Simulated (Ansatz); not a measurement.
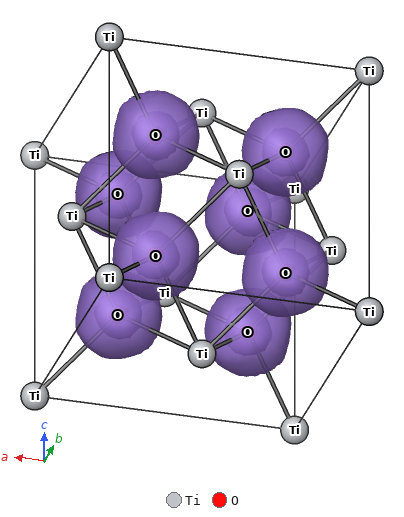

TiO₂. Isosurface of the electron localisation function at 0.75 (purple), seen at an oblique angle. Core shells and regions of very low density are left out. Sticks mark near contacts.

Space group Fm-3m; started from the fluorite prototype, which need not be the ambient phase; computed pressure about −3 GPa in this cell; computed without spin polarisation.

All numbers below come from Ansatz, DFT, r2SCANh, plane waves, PAW.

Core electrons are frozen (PAW), and the valence fields are smoothed inside the atomic spheres.

Identify the bonds, lone pairs and shells in this picture.

Answer. At this value the surface marks out eight regions wrapped around O (the valence shell of each), counted in one cell of 12 atoms. Any copies at cell faces, edges or corners count once. Profiles from the grid: Ti–O (2.08 Å): the ELF peaks at about 0.85 in the valence shell of O, 0.6 Å from its nucleus, and is about 0.20 at the midpoint; no shared electron pair shows on this line.

Metal or insulator at this level of theory?

Answer. It is gapped, with a Kohn–Sham gap of 2.3 eV on the k-point mesh, an upper bound to the gap of this method.
